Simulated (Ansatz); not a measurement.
## From Ir to Pt

System: Ir (1 atom in the cell).
Method of run A: DFT r2SCAN, scalar-relativistic, plane waves, PAW, no spin polarisation (Ansatz 0.2.0).
System of run B: Pt (Fm-3m, 1 atom in the cell).

On run A: The structure was made by swapping elements on the sites of another compound; it need not be a known phase. On run B: The structure derives from an entry of the Crystallography Open Database. Text and figures count atoms from 1; the logs count them from 0 in places.

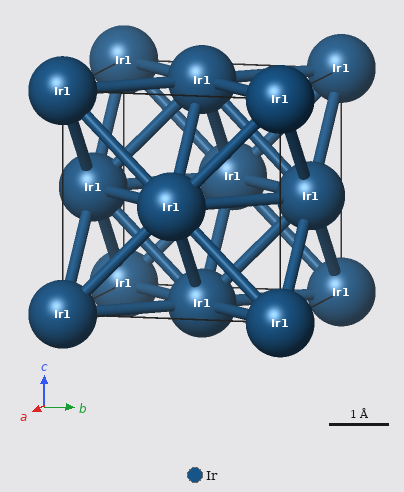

Figure 1. The structure as given in the input (ball-and-stick view of the cell 4 times as large as that of the calculation, set on its symmetry axes, seen slightly off an axis; atoms are numbered from 1 in the order of the input). An atom can appear more than once, as a periodic image. Near neighbours in the periodic cell (some may lie outside the picture): Ir has 12 Ir at 2.72 Å.

The input, run A:
```yaml
crystal:
  lattice:
    - [0.0, 1.9247066641, 1.9247066641]
    - [1.9247066641, 0.0, 1.9247066641]
    - [1.9247066641, 1.9247066641, 0.0]
  atoms:
    - { symbol: Ir, position: [0.0, 0.0, 0.0] }
basis:
  ecutwfc: 500
kpoints:
  mp_grid: { grid: [18, 18, 18] }
hamiltonian:
  xc: r2scan
scf:
  occupations: { method: gaussian, width: 0.1 }
output:
  forces: true
  stress: true
  eigenvalues: true
relax:
  adjacent_minimum: "off"
  f_tol: 0.01
  max_steps: 60
  cell: { stress_tol: 0.1 }
```

Command:
```bash
ansatz run input.yaml --threads 1 --pin off --max-ram 2560MiB --backend cpu --events-out ev --progress --plain --runs-dir out
```

Hardware: 1 thread of AMD EPYC (Zen 3), 32 GiB of memory available, shared host.

Output, shortened to warnings, some set-up lines, iterations and results (run A):
```
Basis set: ecut = 500 eV, 339 PW (Γ), exchange–correlation on 80×80×80 points (64 copies of the dense FFT grid, shifted against one another)
Symmetry: 48 space group operations
k-points: 195 of 5832
Initial density: superposition of atomic densities (neutral atoms: chi_scale 0, normalization atom), corrected by the library's trained network
[...]
SCF iter   1: F=—  HF=-11948.700262 eV  |F-HF|=—  |Δ(HF+E_count)|=         —  Δρ=1.10e-2  dr2=7.62e-3  dr2_τ=3.65e-2  ethr=1.77e-3  ⟨swp⟩=5.1  Hψ=14591  notcnv=0
SCF iter   2: F=—  HF=-11948.726289 eV  |F-HF|=—  |Δ(HF+E_count)|=   2.60e-2  Δρ=5.17e-3  dr2=8.51e-4  dr2_τ=4.40e-4  ethr=4.48e-5  ⟨swp⟩=2.0  Hψ=5763  notcnv=0  defer=82
SCF iter   3: F=—  HF=-11948.726975 eV  |F-HF|=—  |Δ(HF+E_count)|=   6.87e-4  Δρ=1.63e-3  dr2=8.04e-5  dr2_τ=2.67e-5  ethr=5.01e-6  ⟨swp⟩=2.1  Hψ=2965  notcnv=0  defer=82
SCF iter   4: F=—  HF=-11948.727057 eV  |F-HF|=—  |Δ(HF+E_count)|=   8.13e-5  Δρ=1.34e-4  dr2=9.31e-7  dr2_τ=1.00e-7  ethr=4.73e-7  ⟨swp⟩=2.2  Hψ=3516  notcnv=0  defer=82
SCF iter   5: F=—  HF=-11948.727058 eV  |F-HF|=—  |Δ(HF+E_count)|=   8.05e-7  Δρ=3.45e-5  dr2=1.03e-7  dr2_τ=1.44e-8  ethr=5.48e-9  ⟨swp⟩=2.0  Hψ=3734  notcnv=0  defer=82
[... 23 lines ...]
SCF iter   2: F=—  HF=-11948.727338 eV  |F-HF|=—  |Δ(HF+E_count)|=   3.67e-9  Δρ=6.58e-6  dr2=7.10e-10  dr2_τ=8.60e-10  ethr=1.98e-11  ⟨swp⟩=2.1  Hψ=4103  notcnv=0
SCF iter   3: F=—  HF=-11948.727338 eV  |F-HF|=—  |Δ(HF+E_count)|=  6.53e-10  Δρ=1.04e-6  dr2=8.55e-11  dr2_τ=5.24e-11  ethr=4.17e-12  ⟨swp⟩=2.4  Hψ=3315  notcnv=0
SCF iter   4: F=-11948.727338 eV  HF=-11948.727338 eV  |F-HF|=1.82e-12  |Δ(HF+E_count)|=  1.82e-11  Δρ=2.54e-7  dr2=2.27e-12  dr2_τ=1.95e-12  ethr=1.00e-12  ⟨swp⟩=4.2  …
SCF 4 converged in 4 iterations: F = -11948.727338 eV  dr2 = 2.27e-12
relax step   4: F+E_penalty+E_count = -11948.72733796 eV  Δ(F+E_penalty+E_count) = +3.989e-5 eV  max|allowed force component| = 0.000e0 eV/Å  Δτ_max = 0.0000 Å  P = -0.026 …
basis re-selected at this cell: Δ(F+E_penalty+E_count) = +3.989e-5 eV, ΔP = -0.002 GPa vs the last step (what re-selecting the basis moved, of the pressure what is left beyond the Pulay correction that the steps carried, after the strain that the cell walked since its last selection, with what the …
SCF converged after 4 iterations
Free energy (F): -11948.727338 eV
Harris-Foulkes:  -11948.727338 eV  (|F-HF|=1.82e-12)
Internal energy: -11948.722421 eV  (E = F + TS)
E sigma→0 (E₀):  -11948.724879 eV
Entropy (-TS):   -0.004917 eV (-4.917 meV/atom)
Fermi energy:    25.495766 eV
--- Per-component energies (eV) ---
  E_band       = -102.521717
  E_kinetic    = 623.504084
  E_local      = -1070.697346  (includes V_loc(G=0)·N_el)
  E_nonlocal   = 73.923999
  E_hartree    = 411.660091
  E_xc         = -255.488256
  E_vxc        = -333.599826  (∫ρ·V_xc dr)
  E_paw        = -9249.698402  (= ΣΔE_a)
  E_vpaw       = -239.680946  (= ΣTr[D̂ρ^β])
  E_aug_tail   = -0.000017  (compensation charges beyond the density's cutoff)
  E_vtau       = 20.708195  (kinetic-family band-sum trace: ∫τ·v_τ [+ j·A + Jᵃ·Aᵃ] dr)
  E_ewald      = -2481.609680
  E_core_change = -0.316894  (= ΣΔE_core)
  E_smearing   = -0.004917  (= −TS)
  E_closure    = 0.000000  (closes the sum)
  Σ components = -11948.727338   (vs F -11948.727338, Δ=0.00e0)
--- Forces (eV/Å), atoms counted from 1 ---
  atom   1  Ir    -0.00000000     0.00000000     0.00000000
  max |Σ_I F_I| component: 3.29e-32 eV/Å
--- Stress (GPa, compression-positive) ---
       -0.026243      -0.000000      -0.000000
       -0.000000      -0.026243      -0.000000
       -0.000000      -0.000000      -0.026243
  P = ⅓ Tr σ = -0.0262 GPa (-0.262 kbar)
--- Relaxed structure (3 steps of the walk, 2 accepted, 1 SCFs on fresh bases) ---
  F+E_penalty+E_count = -11948.72733796 eV   max|allowed force component| = 0.000e0 eV/Å   (the final SCF, on the basis selected at the relaxed cell)
  cell:  # Å, volume = 14.2029 Å³
    - [3.3119918213821335e-34, 1.922128650125014, 1.922128650125014]
    - [1.922128650125014, 1.2738430082238975e-34, 1.922128650125014]
    - [1.922128650125014, 1.922128650125014, -1.0190744065791179e-34]
  atoms:
    - { symbol: Ir, position: [0.0, 0.0, 0.0] }
```

For run B the input was changed thus:
```diff
-    - [0.0, 1.9247066641, 1.9247066641]
-    - [1.9247066641, 0.0, 1.9247066641]
-    - [1.9247066641, 1.9247066641, 0.0]
+    - [0.0, 1.9579, 1.9579]
+    - [1.9579, 0.0, 1.9579]
+    - [1.9579, 1.9579, 0.0]
-    - { symbol: Ir, position: [0.0, 0.0, 0.0] }
+    - { symbol: Pt, position: [0.0, 0.0, 0.0] }
+  write_density: true
+  write_potential: true
+  elf: true
+  volumetric_format: npy
-  f_tol: 0.01
-  max_steps: 60
-  cell: { stress_tol: 0.1 }
+  f_tol: 0.005
+  max_steps: 80
+  cell: { stress_tol: 0.05 }
```

What does this change do to the results?

The total energies belong to different systems, so their difference says nothing on which is more stable or more accurate. The volume per atom goes from 14.20 to 15.29 Å³. The SCF takes 34 iterations over all geometry steps against 25. On the same kind of shared host run B took about 1.5 times as long.

Output, shortened to warnings, some set-up lines, iterations and results (run B):
```
Basis set: ecut = 500 eV, 339 PW (Γ), exchange–correlation on 96×96×96 points (64 copies of the dense FFT grid, shifted against one another)
Symmetry: 48 space group operations
k-points: 195 of 5832
Initial density: superposition of atomic densities (neutral atoms: chi_scale 0, normalization atom), corrected by the library's trained network
[...]
SCF iter   1: F=—  HF=-12536.778461 eV  |F-HF|=—  |Δ(HF+E_count)|=         —  Δρ=1.36e-2  dr2=2.11e-2  dr2_τ=1.18e-2  ethr=1.77e-3  ⟨swp⟩=5.0  Hψ=13830  notcnv=0
SCF iter   2: F=—  HF=-12536.783095 eV  |F-HF|=—  |Δ(HF+E_count)|=   4.63e-3  Δρ=6.47e-3  dr2=4.05e-3  dr2_τ=6.33e-4  ethr=1.17e-4  ⟨swp⟩=2.0  Hψ=4536  notcnv=0  defer=3
SCF iter   3: F=—  HF=-12536.783451 eV  |F-HF|=—  |Δ(HF+E_count)|=   3.56e-4  Δρ=1.15e-3  dr2=1.16e-4  dr2_τ=7.83e-6  ethr=2.25e-5  ⟨swp⟩=2.0  Hψ=3339  notcnv=0  defer=3
SCF iter   4: F=—  HF=-12536.783501 eV  |F-HF|=—  |Δ(HF+E_count)|=   5.02e-5  Δρ=2.06e-4  dr2=5.09e-6  dr2_τ=5.73e-7  ethr=6.47e-7  ⟨swp⟩=2.0  Hψ=3469  notcnv=0  defer=3
SCF iter   5: F=—  HF=-12536.783507 eV  |F-HF|=—  |Δ(HF+E_count)|=   6.40e-6  Δρ=3.83e-5  dr2=1.05e-7  dr2_τ=1.31e-8  ethr=2.83e-8  ⟨swp⟩=2.7  Hψ=4282  notcnv=0  defer=3
[... 34 lines ...]
SCF iter   3: F=—  HF=-12536.788099 eV  |F-HF|=—  |Δ(HF+E_count)|=   7.90e-6  Δρ=5.63e-5  dr2=1.09e-8  dr2_τ=1.61e-7  ethr=3.46e-10  ⟨swp⟩=2.0  Hψ=3458  notcnv=0
SCF iter   4: F=—  HF=-12536.788101 eV  |F-HF|=—  |Δ(HF+E_count)|=   2.54e-6  Δρ=2.49e-6  dr2=4.19e-10  dr2_τ=1.44e-10  ethr=6.04e-11  ⟨swp⟩=2.1  Hψ=3619  notcnv=0
SCF iter   5: F=-12536.788101 eV  HF=-12536.788101 eV  |F-HF|=5.46e-12  |Δ(HF+E_count)|=   3.45e-9  Δρ=3.01e-7  dr2=4.95e-12  dr2_τ=3.82e-12  ethr=1.00e-12  ⟨swp⟩=4.0  …
SCF 5 converged in 5 iterations: F = -12536.788101 eV  dr2 = 4.95e-12
relax step   5: F+E_penalty+E_count = -12536.78810125 eV  Δ(F+E_penalty+E_count) = -1.363e-4 eV  max|allowed force component| = 0.000e0 eV/Å  Δτ_max = 0.0000 Å  P = -0.007 …
basis re-selected at this cell: Δ(F+E_penalty+E_count) = -1.363e-4 eV, ΔP = +0.008 GPa vs the last step (what re-selecting the basis moved, of the pressure what is left beyond the Pulay correction that the steps carried, after the strain that the cell walked since its last selection, with what the …
SCF converged after 5 iterations
Free energy (F): -12536.788101 eV
Harris-Foulkes:  -12536.788101 eV  (|F-HF|=5.46e-12)
Internal energy: -12536.777829 eV  (E = F + TS)
E sigma→0 (E₀):  -12536.782965 eV
Entropy (-TS):   -0.010273 eV (-10.273 meV/atom)
Fermi energy:    22.704035 eV
--- Per-component energies (eV) ---
  E_band       = -153.609058
  E_kinetic    = 637.887571
  E_local      = -1484.206559  (includes V_loc(G=0)·N_el)
  E_nonlocal   = 202.032089
  E_hartree    = 552.195381
  E_xc         = -250.193264
  E_vxc        = -337.642012  (∫ρ·V_xc dr)
  E_paw        = -9479.869904  (= ΣΔE_a)
  E_vpaw       = -297.639363  (= ΣTr[D̂ρ^β])
  E_aug_tail   = 0.000152  (compensation charges beyond the density's cutoff)
  E_vtau       = 21.568228  (kinetic-family band-sum trace: ∫τ·v_τ [+ j·A + Jᵃ·Aᵃ] dr)
  E_ewald      = -2714.391800
  E_core_change = -0.231494  (= ΣΔE_core)
  E_smearing   = -0.010273  (= −TS)
  E_closure    = -0.000000  (closes the sum)
  Σ components = -12536.788101   (vs F -12536.788101, Δ=0.00e0)
--- Forces (eV/Å), atoms counted from 1 ---
  atom   1  Pt    -0.00000000     0.00000000    -0.00000000
  max |Σ_I F_I| component: 1.34e-32 eV/Å
--- Stress (GPa, compression-positive) ---
       -0.007130      -0.000000      -0.000000
       -0.000000      -0.007130      -0.000000
       -0.000000      -0.000000      -0.007130
  P = ⅓ Tr σ = -0.0071 GPa (-0.071 kbar)
--- Relaxed structure (4 steps of the walk, 3 accepted, 1 SCFs on fresh bases) ---
  F+E_penalty+E_count = -12536.78810125 eV   max|allowed force component| = 0.000e0 eV/Å   (the final SCF, on the basis selected at the relaxed cell)
  cell:  # Å, volume = 15.2933 Å³
    - [6.114446439474709e-34, 1.9701103812062257, 1.9701103812062257]
    - [1.9701103812062257, 5.859677837829928e-34, 1.9701103812062257]
    - [1.9701103812062257, 1.9701103812062257, -3.311991821382134e-34]
  atoms:
    - { symbol: Pt, position: [0.0, 0.0, 0.0] }
```

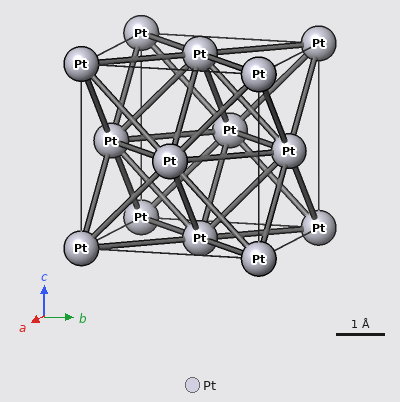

Figure 2. The input structure of run B (ball-and-stick view of the cell 4 times as large as that of the calculation, set on its symmetry axes, seen slightly off an axis). An atom can appear more than once, as a periodic image.

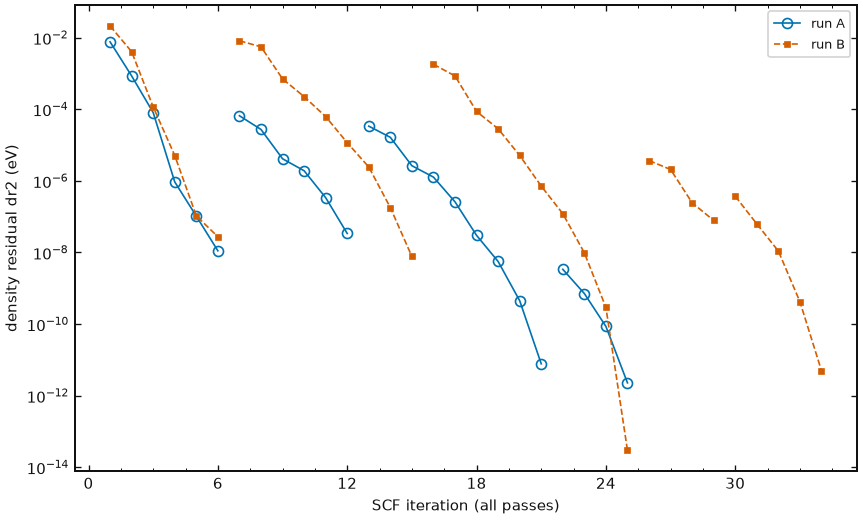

Figure 3. Convergence of the two runs: density residual dr2 against the SCF iteration. A break in a curve parts two SCF passes. Run A takes 25 iterations in all, and run B takes 34.

The two runs side by side:

```tsv
quantity	run A	run B
outcome	converged	converged
free energy per atom (eV)	−11948.7273	−12536.7881
energy per atom, smearing taken to zero (eV)	−11948.7249	−12536.7830
gap on the mesh (eV)	0.00	0.00
pressure (GPa)	−0.03	−0.01
volume per atom (Å³)	14.20	15.29
largest force (eV/Å)	0.000	0.000
SCF iterations	25	34
irreducible k-points	195	195
wall time (shared host)	17 s	26 s
```

For run A: Spin–orbit coupling is left out, which matters for Ir. For run B: Spin–orbit coupling is left out, which matters for Pt.
